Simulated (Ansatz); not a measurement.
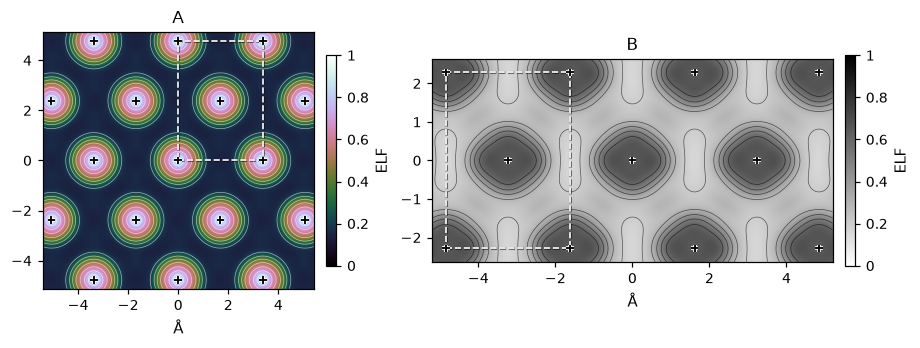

The electron localisation function of 2 systems, each on a plane through atoms (crosses mark nuclei in the plane).

All numbers below come from Kohn-Sham DFT of a periodic cell, PBE0, Ansatz PAW (Ansatz).

System 1: Pt, the (11̄0) plane of the conventional cell. Space group Im-3m; a structure from a database of computed crystals, not necessarily the ambient phase; computed pressure about −20 GPa in this cell.

```cif
data_structure
_symmetry_space_group_name_H-M 'P 1'
_symmetry_Int_Tables_number 1
_cell_length_a 3.2306
_cell_length_b 3.2306
_cell_length_c 3.2306
_cell_angle_alpha 90.000
_cell_angle_beta 90.000
_cell_angle_gamma 90.000
_cell_volume 33.72
loop_
_atom_site_label
_atom_site_type_symbol
_atom_site_fract_x
_atom_site_fract_y
_atom_site_fract_z
_atom_site_occupancy
Pt1 Pt 0.00000 0.00000 0.00000 1
Pt2 Pt 0.50000 0.50000 0.50000 1
```

System 2: Ag, the (011̄) plane of the conventional cell. Space group Im-3m; a structure from a database of computed crystals, not necessarily the ambient phase; computed pressure about −4 GPa in this cell.

### Match each panel to its system.

Panel A is system 2, Ag: the plane holds Ag. Ag–Ag (2.92 Å): the ELF is about 0.15 at the midpoint; no shared electron pair shows on this line. Panel B is system 1, Pt: the plane holds Pt. Pt–Pt (2.80 Å): the ELF is about 0.30 at the midpoint; no shared electron pair shows on this line.
